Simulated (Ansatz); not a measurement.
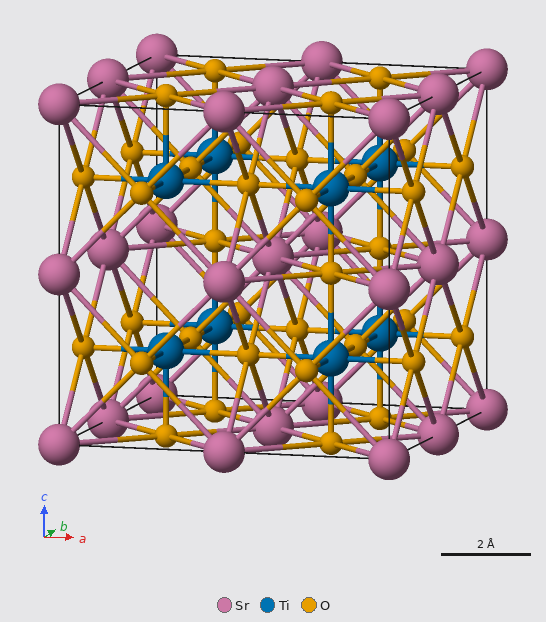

*The starting structure (ball-and-stick view of the cell of the calculation, seen slightly off an axis).*

# Geometry relaxation of Sr$_{8}$Ti$_{8}$O$_{23}$ (charge +2) (part 1 of 3)

- system: Sr$_{8}$Ti$_{8}$O$_{23}$ (defect cell, 39 atoms in the cell, total charge +2)
- method: DFT PBEsol, scalar-relativistic, plane waves, PAW, no spin polarisation (Ansatz 0.2.0)

The structure derives from a Materials Project entry. It belongs to a series of runs on one base structure; here: O on a O site beside a O vacancy, charge +2, atoms relaxed.

## The program's output
```
Engine: ansatz 0.2.0, x86_64-unknown-linux-gnu
Pseudopotentials: kind: paw
Pseudopotential: Sr, paw, valence charge 10, recommended cutoff 420 eV (normal), Sr.paw.azcp
Pseudopotential: Ti, paw, valence charge 12, recommended cutoff 420 eV (normal), Ti.paw.azcp
Pseudopotential: O, paw, valence charge 6, recommended cutoff 420 eV (normal), O.paw.azcp
Functional definition: PBEsol
  exchange = pbesol_x
  correlation = pbesol_c
Crystal: 39 atoms, lattice volume = 471.320 Å³
Basis set: ecut = 420 eV, 9171 PW (Γ), exchange–correlation on 108×108×108 points (8 copies of the dense FFT grid, shifted against one another)
Bands: 195, of which v1, the nominal top of the filled ones, is band 156 counted from 1 (155 counted from 0)
Symmetry: 16 space group operations
Space group: P4/mmm (ITA 123), of the structure as read, at distance tolerance 7.8e-5 Å
k-points: 1 of 8
Non-local potential: Sr, projectors of the file, l = 0: 3, l = 1: 2, l = 2: 2
Non-local potential: Ti, projectors of the file, l = 0: 3, l = 1: 2, l = 2: 3, l = 3: 1
Non-local potential: O, projectors of the file, l = 0: 2, l = 1: 2, l = 2: 1
PAW form: soft (Blöchl's): semilocal exchange-correlation on the pseudo side does not see the compensation charge
PAW frozen core: Sr, regenerated for the run's functional, and the local potential with it (the file was generated under x = pbe(κ = 0.804, μ = 0.2195149727645171), c = pbe(β = 0.06672455060314922))
PAW frozen core: Ti, regenerated for the run's functional, and the local potential with it (the file was generated under x = pbe(κ = 0.804, μ = 0.2195149727645171), c = pbe(β = 0.06672455060314922))
PAW frozen core: O, regenerated for the run's functional, and the local potential with it (the file was generated under x = pbe(κ = 0.804, μ = 0.2195149727645171), c = pbe(β = 0.06672455060314922))
PAW one-centre angular grid: Sr, 110 points (default); XC on 64 Gauss nodes
PAW one-centre angular grid: Ti, 590 points (default); XC on 64 Gauss nodes
PAW one-centre angular grid: O, 110 points (default); XC on 64 Gauss nodes
Initial density: superposition of atomic densities (neutral atoms scaled as one to the charged cell's electrons: chi_scale 0, normalization atom), corrected by the library's trained network
Initial wavefunctions: pseudopotential atomic-orbital guess
Functional: x = pbesol(κ = 0.804, μ = 0.12345679012345678), c = pbesol(β = 0.046)
SCF iter   1: F=—  HF=-60717.504974 eV  |F-HF|=—  |Δ(HF+E_count)|=         —  Δρ=1.81e-2  dr2=3.99e0  ethr=1.77e-3  ⟨swp⟩=7.0  Hψ=866  notcnv=0  defer=5
preconditioner: auto → Resta (q_TF=auto, 2.547 Å⁻¹)  ε∞=5.9  [insulator: Δε(μ)=1.916 eV  Ē_g=11.743 eV  σ=0.020 eV  W_gap=1.00  n_scr=122 (ndim 8)  ℏωp=26.1 eV  f_vac=0.000  D(μ)=0.00/eV (n_scr^D=0)  ε∞_Penn≈5.9]
SCF iter   2: F=—  HF=-60716.895516 eV  |F-HF|=—  |Δ(HF+E_count)|=   6.09e-1  Δρ=1.03e-2  dr2=1.58e0  ethr=1.28e-3  ⟨swp⟩=3.0  Hψ=235  notcnv=0  defer=30
SCF iter   3: F=—  HF=-60716.485873 eV  |F-HF|=—  |Δ(HF+E_count)|=   4.10e-1  Δρ=2.46e-3  dr2=4.37e-2  ethr=5.06e-4  ⟨swp⟩=3.0  Hψ=331  notcnv=0  defer=30
SCF iter   4: F=—  HF=-60716.478207 eV  |F-HF|=—  |Δ(HF+E_count)|=   7.67e-3  Δρ=9.22e-4  dr2=4.28e-3  ethr=1.40e-5  ⟨swp⟩=3.0  Hψ=304  notcnv=0  defer=30
SCF iter   5: F=—  HF=-60716.477110 eV  |F-HF|=—  |Δ(HF+E_count)|=   1.10e-3  Δρ=2.10e-4  dr2=2.48e-4  ethr=1.37e-6  ⟨swp⟩=2.0  Hψ=320  notcnv=0  defer=30
SCF iter   6: F=—  HF=-60716.477135 eV  |F-HF|=—  |Δ(HF+E_count)|=   2.42e-5  Δρ=6.26e-5  dr2=1.89e-5  ethr=7.94e-8  ⟨swp⟩=2.0  Hψ=313  notcnv=0  defer=30
SCF iter   7: F=-60716.477136 eV  HF=-60716.477137 eV  |F-HF|=1.07e-6  |Δ(HF+E_count)|=   2.60e-6  Δρ=1.94e-5  dr2=2.04e-6  ethr=3.21e-9  ⟨swp⟩=21.0  Hψ=2202  notcnv=0
SCF 1 converged in 7 iterations: F = -60716.477136 eV  dr2 = 2.04e-6
  greatest PAW one-centre occupation: 0.999 electrons in one spin orbital (limit 2), on the Ti atom at site 15 (counted from 0), in its partial waves of l = 0
relax step   1: F+E_penalty+E_count = -60716.47713617 eV  Δ(F+E_penalty+E_count) = +0.000e0 eV  max|allowed force component| = 4.625e0 eV/Å  Δτ_max = 0.0000 Å  (7 SCF iters, dr2 threshold 1.00e-5 eV, accepted)
Initial density: handed on by an earlier stage of this run
Initial wavefunctions: those handed on with the density
iter 1 solved again at ethr=9.03e-4 eV; its pass at ethr=3.10e-3 eV (dr2=2.82e0 eV) is discarded
SCF iter   1: F=—  HF=-60718.839890 eV  |F-HF|=—  |Δ(HF+E_count)|=         —  Δρ=1.63e-2  dr2=2.81e0  ethr=9.03e-4  ⟨swp⟩=1.0  Hψ=687  notcnv=0  defer=32
preconditioner: auto → Resta (q_TF=auto, 2.547 Å⁻¹)  ε∞=5.7  [insulator: Δε(μ)=2.373 eV  Ē_g=12.077 eV  σ=0.020 eV  W_gap=1.00  n_scr=122 (ndim 8)  ℏωp=26.1 eV  f_vac=0.012  D(μ)=0.00/eV (n_scr^D=0)  ε∞_Penn≈5.7]
SCF iter   2: F=—  HF=-60718.281812 eV  |F-HF|=—  |Δ(HF+E_count)|=   5.58e-1  Δρ=7.76e-3  dr2=5.98e-1  ethr=8.99e-4  ⟨swp⟩=3.0  Hψ=268  notcnv=0  defer=32
SCF iter   3: F=—  HF=-60718.136798 eV  |F-HF|=—  |Δ(HF+E_count)|=   1.45e-1  Δρ=4.96e-3  dr2=1.70e-1  ethr=1.92e-4  ⟨swp⟩=3.0  Hψ=354  notcnv=0  defer=32
SCF iter   4: F=—  HF=-60718.103146 eV  |F-HF|=—  |Δ(HF+E_count)|=   3.37e-2  Δρ=1.81e-3  dr2=1.86e-2  ethr=5.43e-5  ⟨swp⟩=3.0  Hψ=291  notcnv=0  defer=32
SCF iter   5: F=—  HF=-60718.099580 eV  |F-HF|=—  |Δ(HF+E_count)|=   3.57e-3  Δρ=1.07e-3  dr2=5.98e-3  ethr=5.96e-6  ⟨swp⟩=2.0  Hψ=350  notcnv=0  defer=32
SCF iter   6: F=—  HF=-60718.098737 eV  |F-HF|=—  |Δ(HF+E_count)|=   8.42e-4  Δρ=4.01e-4  dr2=7.95e-4  ethr=1.92e-6  ⟨swp⟩=2.0  Hψ=286  notcnv=0  defer=32
SCF iter   7: F=—  HF=-60718.098718 eV  |F-HF|=—  |Δ(HF+E_count)|=   1.92e-5  Δρ=1.70e-4  dr2=1.34e-4  ethr=2.55e-7  ⟨swp⟩=2.0  Hψ=278  notcnv=0  defer=32
SCF iter   8: F=-60718.098740 eV  HF=-60718.098775 eV  |F-HF|=3.47e-5  |Δ(HF+E_count)|=   5.63e-5  Δρ=9.50e-5  dr2=5.24e-5  ethr=3.21e-8  ⟨swp⟩=19.0  Hψ=2019  notcnv=0
SCF 2 converged in 8 iterations: F = -60718.098740 eV  dr2 = 5.24e-5
  greatest PAW one-centre occupation: 0.999 electrons in one spin orbital (limit 2), on the Ti atom at site 14 (counted from 0), in its partial waves of l = 0
relax step   2: F+E_penalty+E_count = -60718.09873984 eV  Δ(F+E_penalty+E_count) = -1.622e0 eV  max|allowed force component| = 1.408e0 eV/Å  Δτ_max = 0.1948 Å  (8 SCF iters, dr2 threshold 1.00e-4 eV, accepted)
SCF iter   1: F=—  HF=-60718.380858 eV  |F-HF|=—  |Δ(HF+E_count)|=         —  Δρ=4.19e-3  dr2=1.22e-1  ethr=6.75e-4  ⟨swp⟩=3.0  Hψ=316  notcnv=0  defer=32
preconditioner: auto → Resta (q_TF=auto, 2.547 Å⁻¹)  ε∞=5.7  [insulator: Δε(μ)=2.460 eV  Ē_g=12.017 eV  σ=0.020 eV  W_gap=1.00  n_scr=122 (ndim 8)  ℏωp=26.1 eV  f_vac=0.011  D(μ)=0.00/eV (n_scr^D=0)  ε∞_Penn≈5.7]
SCF iter   2: F=—  HF=-60718.360757 eV  |F-HF|=—  |Δ(HF+E_count)|=   2.01e-2  Δρ=1.89e-3  dr2=2.24e-2  ethr=3.90e-5  ⟨swp⟩=2.0  Hψ=348  notcnv=0  defer=32
SCF iter   3: F=—  HF=-60718.355582 eV  |F-HF|=—  |Δ(HF+E_count)|=   5.17e-3  Δρ=9.51e-4  dr2=6.64e-3  ethr=7.18e-6  ⟨swp⟩=2.0  Hψ=285  notcnv=0  defer=32
SCF iter   4: F=—  HF=-60718.354042 eV  |F-HF|=—  |Δ(HF+E_count)|=   1.54e-3  Δρ=3.09e-4  dr2=5.67e-4  ethr=2.13e-6  ⟨swp⟩=2.0  Hψ=276  notcnv=0  defer=32
SCF iter   5: F=—  HF=-60718.353938 eV  |F-HF|=—  |Δ(HF+E_count)|=   1.04e-4  Δρ=1.58e-4  dr2=1.16e-4  ethr=1.82e-7  ⟨swp⟩=2.0  Hψ=278  notcnv=0  defer=32
SCF iter   6: F=—  HF=-60718.353936 eV  |F-HF|=—  |Δ(HF+E_count)|=   2.38e-6  Δρ=1.10e-4  dr2=5.37e-5  ethr=3.21e-8  ⟨swp⟩=19.0  Hψ=1973  notcnv=0
SCF iter   7: F=-60718.353930 eV  HF=-60718.353929 eV  |F-HF|=6.99e-7  |Δ(HF+E_count)|=   7.04e-6  Δρ=2.91e-5  dr2=3.56e-6  ethr=1.72e-8  ⟨swp⟩=13.0  Hψ=1854  notcnv=0
SCF 3 converged in 7 iterations: F = -60718.353930 eV  dr2 = 3.56e-6
relax step   3: F+E_penalty+E_count = -60718.35392971 eV  Δ(F+E_penalty+E_count) = -2.552e-1 eV  max|allowed force component| = 3.072e-1 eV/Å  Δτ_max = 0.0380 Å  (7 SCF iters, dr2 threshold 1.00e-4 eV, accepted)
SCF iter   1: F=—  HF=-60718.481127 eV  |F-HF|=—  |Δ(HF+E_count)|=         —  Δρ=3.58e-3  dr2=1.35e-1  ethr=4.91e-4  ⟨swp⟩=3.0  Hψ=315  notcnv=0  defer=32
preconditioner: auto → Resta (q_TF=auto, 2.547 Å⁻¹)  ε∞=5.7  [insulator: Δε(μ)=2.576 eV  Ē_g=12.025 eV  σ=0.020 eV  W_gap=1.00  n_scr=122 (ndim 8)  ℏωp=26.1 eV  f_vac=0.009  D(μ)=0.00/eV (n_scr^D=0)  ε∞_Penn≈5.7]
SCF iter   2: F=—  HF=-60718.458145 eV  |F-HF|=—  |Δ(HF+E_count)|=   2.30e-2  Δρ=1.83e-3  dr2=4.45e-2  ethr=4.32e-5  ⟨swp⟩=3.0  Hψ=233  notcnv=0  defer=32
SCF iter   3: F=—  HF=-60718.445197 eV  |F-HF|=—  |Δ(HF+E_count)|=   1.29e-2  Δρ=4.50e-4  dr2=1.16e-3  ethr=1.43e-5  ⟨swp⟩=3.0  Hψ=264  notcnv=0  defer=32
SCF iter   4: F=—  HF=-60718.445244 eV  |F-HF|=—  |Δ(HF+E_count)|=   4.68e-5  Δρ=1.64e-4  dr2=1.33e-4  ethr=3.70e-7  ⟨swp⟩=2.0  Hψ=277  notcnv=0  defer=32
SCF iter   5: F=—  HF=-60718.445253 eV  |F-HF|=—  |Δ(HF+E_count)|=   8.74e-6  Δρ=4.32e-5  dr2=9.26e-6  ethr=4.26e-8  ⟨swp⟩=2.0  Hψ=279  notcnv=0  defer=32
SCF iter   6: F=-60718.445255 eV  HF=-60718.445255 eV  |F-HF|=1.16e-7  |Δ(HF+E_count)|=   2.18e-6  Δρ=1.77e-5  dr2=1.21e-6  ethr=1.89e-9  ⟨swp⟩=21.0  Hψ=2034  notcnv=0
SCF 4 converged in 6 iterations: F = -60718.445255 eV  dr2 = 1.21e-6
relax step   4: F+E_penalty+E_count = -60718.44525476 eV  Δ(F+E_penalty+E_count) = -9.133e-2 eV  max|allowed force component| = 3.420e-1 eV/Å  Δτ_max = 0.0369 Å  (6 SCF iters, dr2 threshold 5.90e-6 eV, accepted)
SCF iter   1: F=—  HF=-60718.494426 eV  |F-HF|=—  |Δ(HF+E_count)|=         —  Δρ=2.52e-3  dr2=7.19e-2  ethr=1.96e-4  ⟨swp⟩=4.0  Hψ=316  notcnv=0  defer=32
preconditioner: auto → Resta (q_TF=auto, 2.547 Å⁻¹)  ε∞=5.7  [insulator: Δε(μ)=2.543 eV  Ē_g=12.014 eV  σ=0.020 eV  W_gap=1.00  n_scr=122 (ndim 8)  ℏωp=26.1 eV  f_vac=0.008  D(μ)=0.00/eV (n_scr^D=0)  ε∞_Penn≈5.7]
SCF iter   2: F=—  HF=-60718.482715 eV  |F-HF|=—  |Δ(HF+E_count)|=   1.17e-2  Δρ=1.26e-3  dr2=2.38e-2  ethr=2.30e-5  ⟨swp⟩=2.0  Hψ=226  notcnv=0  defer=32
SCF iter   3: F=—  HF=-60718.476254 eV  |F-HF|=—  |Δ(HF+E_count)|=   6.46e-3  Δρ=3.26e-4  dr2=6.99e-4  ethr=7.63e-6  ⟨swp⟩=3.0  Hψ=264  notcnv=0  defer=32
SCF iter   4: F=—  HF=-60718.476511 eV  |F-HF|=—  |Δ(HF+E_count)|=   2.57e-4  Δρ=1.22e-4  dr2=8.64e-5  ethr=2.24e-7  ⟨swp⟩=2.0  Hψ=278  notcnv=0  defer=32
iter 5 did not close the SCF: its close was put off for the readings that it lacked (scf_convergence_deferred on its scf_iter line)
SCF iter   5: F=-60718.476502 eV  HF=-60718.476503 eV  |F-HF|=1.61e-6  |Δ(HF+E_count)|=   7.55e-6  Δρ=3.02e-5  dr2=5.88e-6  ethr=2.77e-8  ⟨swp⟩=2.0  Hψ=283  notcnv=0  defer=32
SCF iter   6: F=-60718.476504 eV  HF=-60718.476504 eV  |F-HF|=2.14e-7  |Δ(HF+E_count)|=   8.59e-7  Δρ=1.33e-5  dr2=7.02e-7  ethr=1.89e-9  ⟨swp⟩=17.0  Hψ=1827  notcnv=0
SCF 5 converged in 6 iterations: F = -60718.476504 eV  dr2 = 7.02e-7
relax step   5: F+E_penalty+E_count = -60718.47650405 eV  Δ(F+E_penalty+E_count) = -3.125e-2 eV  max|allowed force component| = 3.081e-2 eV/Å  Δτ_max = 0.0321 Å  (6 SCF iters, dr2 threshold 7.31e-6 eV, accepted)
SCF iter   1: F=—  HF=-60718.476539 eV  |F-HF|=—  |Δ(HF+E_count)|=         —  Δρ=2.29e-4  dr2=5.06e-4  ethr=2.19e-6  ⟨swp⟩=2.0  Hψ=300  notcnv=0  defer=28
preconditioner: auto → Resta (q_TF=auto, 2.547 Å⁻¹)  ε∞=5.7  [insulator: Δε(μ)=2.571 eV  Ē_g=12.014 eV  σ=0.020 eV  W_gap=1.00  n_scr=122 (ndim 8)  ℏωp=26.1 eV  f_vac=0.008  D(μ)=0.00/eV (n_scr^D=0)  ε∞_Penn≈5.7]
SCF iter   2: F=—  HF=-60718.476464 eV  |F-HF|=—  |Δ(HF+E_count)|=   7.46e-5  Δρ=1.16e-4  dr2=1.74e-4  ethr=1.62e-7  ⟨swp⟩=1.0  Hψ=225  notcnv=0  defer=29
SCF iter   3: F=—  HF=-60718.476472 eV  |F-HF|=—  |Δ(HF+E_count)|=   8.11e-6  Δρ=2.29e-5  dr2=5.51e-6  ethr=5.59e-8  ⟨swp⟩=2.0  Hψ=246  notcnv=0  defer=29
SCF iter   4: F=—  HF=-60718.476796 eV  |F-HF|=—  |Δ(HF+E_count)|=   3.24e-4  Δρ=1.49e-5  dr2=8.61e-7  ethr=1.77e-9  ⟨swp⟩=2.0  Hψ=319  notcnv=0  defer=29
iter 5 did not close the SCF: its close was put off for the readings that it lacked (scf_convergence_deferred on its scf_iter line)
SCF iter   5: F=-60718.476796 eV  HF=-60718.476796 eV  |F-HF|=3.32e-8  |Δ(HF+E_count)|=   8.73e-8  Δρ=4.51e-6  dr2=7.09e-8  ethr=2.76e-10  ⟨swp⟩=2.0  Hψ=235  notcnv=0  defer=29
SCF iter   6: F=-60718.476796 eV  HF=-60718.476796 eV  |F-HF|=7.64e-10  |Δ(HF+E_count)|=   6.98e-9  Δρ=1.57e-6  dr2=8.29e-9  ethr=2.27e-11  ⟨swp⟩=12.0  Hψ=1371  notcnv=0
SCF 6 converged in 6 iterations: F = -60718.476796 eV  dr2 = 8.29e-9
relax step   6: F+E_penalty+E_count = -60718.47679598 eV  Δ(F+E_penalty+E_count) = -2.919e-4 eV  max|allowed force component| = 1.156e-2 eV/Å  Δτ_max = 0.0028 Å  (6 SCF iters, accepted)
```

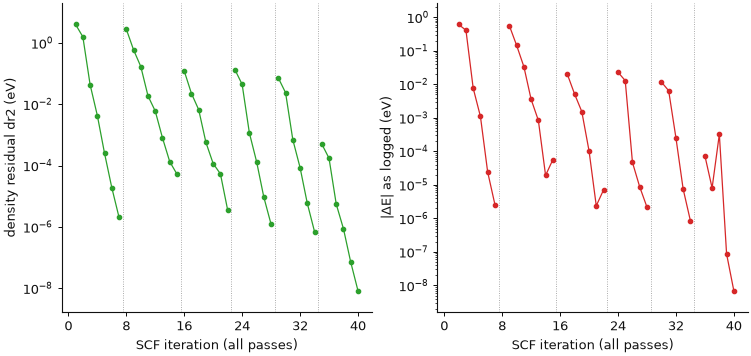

*Convergence of the self-consistent field: density residual dr2 and size of the energy change against the SCF iteration. The dotted lines part the SCF passes of the relaxation: geometry steps, rejected trials and re-solves on a re-selected basis.*

The 6 passes take 6 to 8 iterations each, 40 in all.

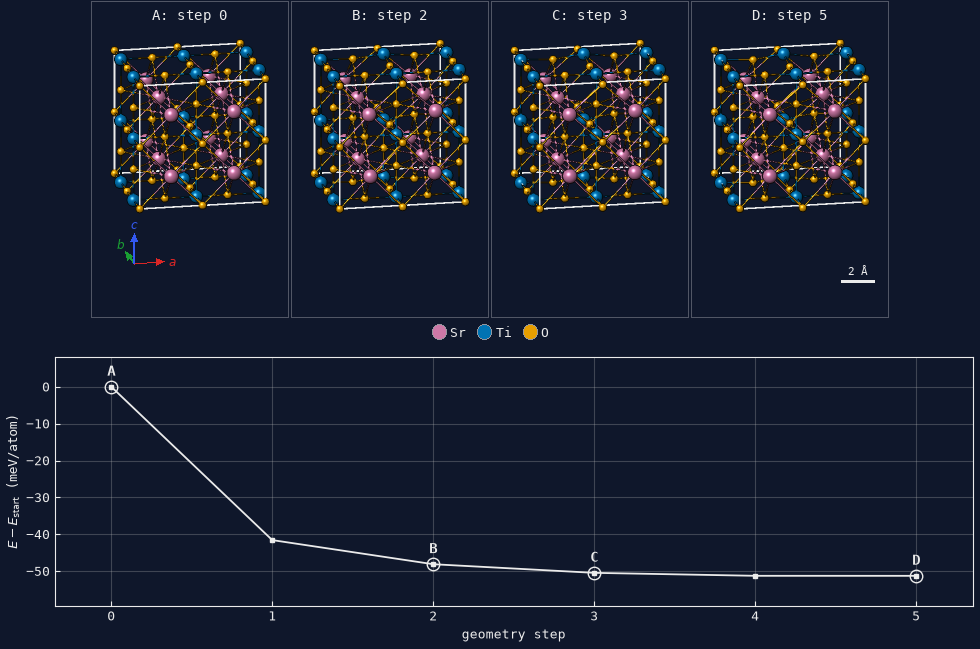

*Frames of the relaxation (ball-and-stick view of the cell of the calculation (origin shifted), seen at an oblique angle) above the curves, on which the letters mark them (the first geometry is step 0 here and step 1 in the log).*

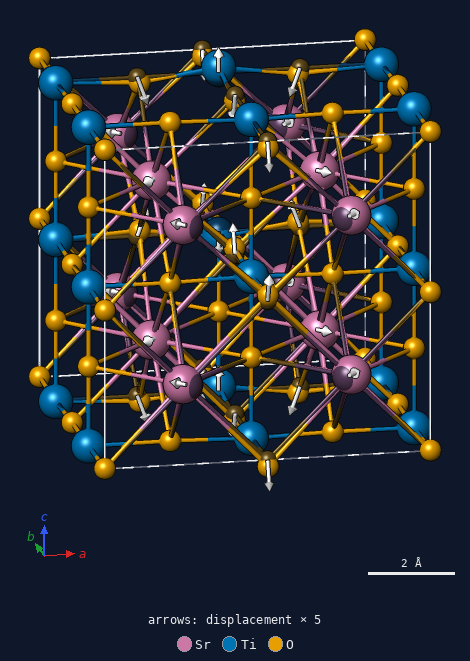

*Start (faint) and end (solid) with the displacements as white arrows, magnified 5 times (ball-and-stick view of the cell of the calculation (origin shifted), seen at an oblique angle).*

The largest moves, 0.16 Å, are those of 8 atoms (O17, O19, O21, O23 and others). Largest moves by element: O 0.16 Å, Ti 0.13 Å, Sr 0.10 Å. The lattice vectors keep their values. Distances before and after: Sr5–O17 2.751 → 2.906 Å, Ti13–O33 1.946 → 1.818 Å, Sr5–O33 2.751 → 2.848 Å, Sr5–O36 2.751 → 2.655 Å. Among the angles that change: O21–Ti13–O23 180.0° → 163.5°, Ti9–O17–Ti11 180.0° → 168.5°, O21–Ti13–O33 90.0° → 98.2°. Over 5 geometry steps the energy falls by 51.3 meV per atom. Largest force component: 4.6 eV/Å at the start, 0.012 eV/Å at the end. (Atoms are counted from 1 in the order of the input.)
